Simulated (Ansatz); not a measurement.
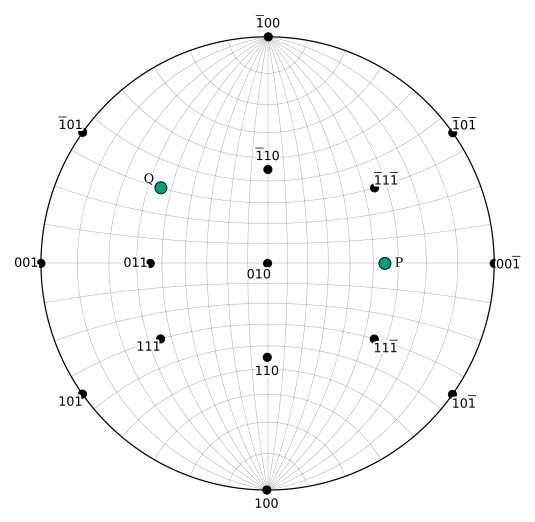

Crystal: KCl, the geometry relaxed with DFT PBEsol, scalar-relativistic, plane waves, PAW in Ansatz. Stereographic projection of plane normals (upper hemisphere) centred on (0 1 0). All values are computed from the atomic coordinates in the standard setting (tolerance 0.002 Å).

a = 5.285 Å, b = 5.287 Å, c = 3.738 Å, α = 90.00°, β = 90.19°, γ = 90.00°.

Question: Index the poles marked P, Q.

Answer: P is (0 1 −1), 54.7° from the centre; Q is (−1 1 1), 60.0° from the centre.

Question: What is the angle between the normals of (1 0 1) and (1 1 −1), and what are their d_hkl = 1/|g|?

Answer: 106.8°; d = 3.047 Å and 2.646 Å.
